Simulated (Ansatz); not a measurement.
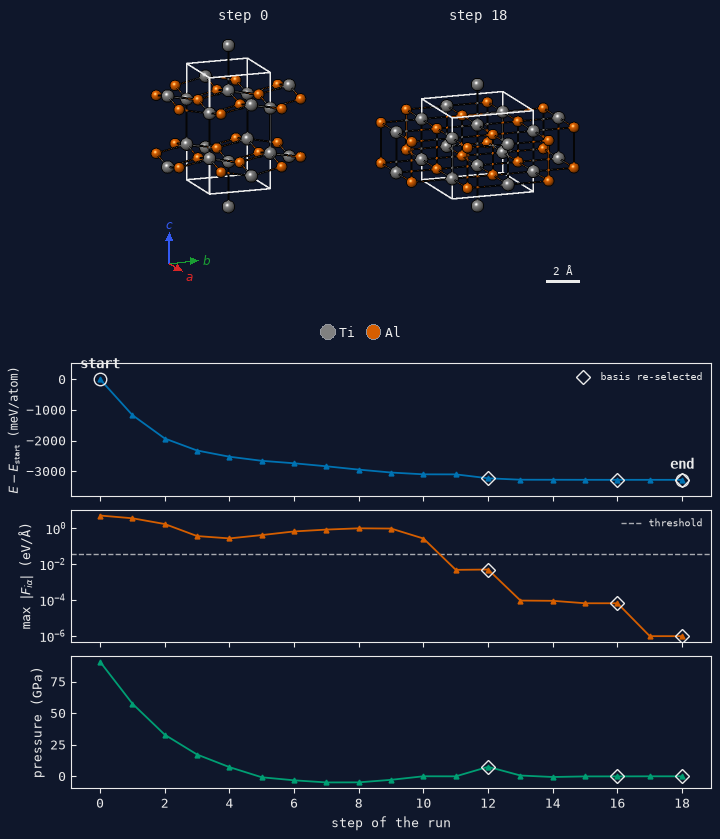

First and last geometry of a relaxation of a crystal of TiAl (a generated structure, set up in I4/mmm) (coarse preliminary run), with the history of the run. Style: ball-and-stick. Shown: the conventional cell (2 times the calculation's cell), slightly off an axis. Lengths and directions refer to the drawn axes.

All numbers below come from DFT PBE, scalar-relativistic, plane waves, PAW in Ansatz 0.2.0.

Input
```yaml
crystal:
  lattice:
    - [-2.0194139, 2.0194139, 3.72003967]
    - [2.0194139, -2.0194139, 3.72003967]
    - [2.0194139, 2.0194139, -3.72003967]
  atoms:
    - { symbol: Ti, position: [0.69398379, 0.69398379, 0.0] }
    - { symbol: Ti, position: [0.30601621, 0.30601621, 0.0] }
    - { symbol: Al, position: [0.75, 0.25, 0.5] }
    - { symbol: Al, position: [0.25, 0.75, 0.5] }
basis:
  ecutwfc: 420
kpoints:
  mp_grid: { grid: [6, 6, 6] }
hamiltonian:
  xc: pbe
scf:
  occupations: { method: gaussian, width: 0.1 }
  lower_state_search: "off"
output:
  forces: true
  stress: true
  eigenvalues: true
relax:
  adjacent_minimum: "off"
  f_tol: 0.04
  max_steps: 70
  cell: { stress_tol: 0.4 }
```

Command:
```bash
ansatz run input.yaml --threads 1 --pin off --max-ram 2560MiB --backend cpu --events-out ev --progress --plain --runs-dir out
```

Read the history and describe the run.

Answer. It converged. The largest moves relative to the cell, 0.29 Å, are those of Ti1 and Ti2. Ti1 goes along +c. Al stays in place. The volume changes by +24.4 %, with a = b 4.039 → 5.396 Å (+33.6 %), c 7.440 → 5.184 Å (−30.3 %). Near-neighbour distances that change, for instance: Ti1–Ti2 4.554 → 2.592 Å, Al3–Al4 3.720 → 2.592 Å, Ti1–Ti2 (another image) 2.975 → 3.816 Å, Ti1–Al3 2.062 → 2.698 Å. New bonds form: Al3–Al4 (3.72 → 2.59 Å), Ti1–Ti2 (4.55 → 2.59 Å). Bond angles that change, for instance: Al3–Ti1–Al3 156.7° → 180.0°, Ti1–Al3–Ti1 156.7° → 180.0°, Ti2–Ti1–Al3 101.7° → 90.0°. The space group (tolerance 0.01 Å) goes from I4/mmm (No. 139) to P4/mmm (No. 123). Over 15 accepted moves (18 points after the start) the energy falls by 3281 meV per atom. The largest force component goes from 5.2 to under 0.0001 eV/Å. Pressure: 90.67 GPa at the start and −0.04 GPa at the end. The SCF was repeated 3 times at an unchanged geometry on a basis and grid sized afresh for the cell, which shifted the energy by 128 meV per atom at most. Cost: 70 s on 1 thread of Intel(R) Xeon(R) Processor @ 2.70GHz, on a shared host, peak memory 0.39 GiB.
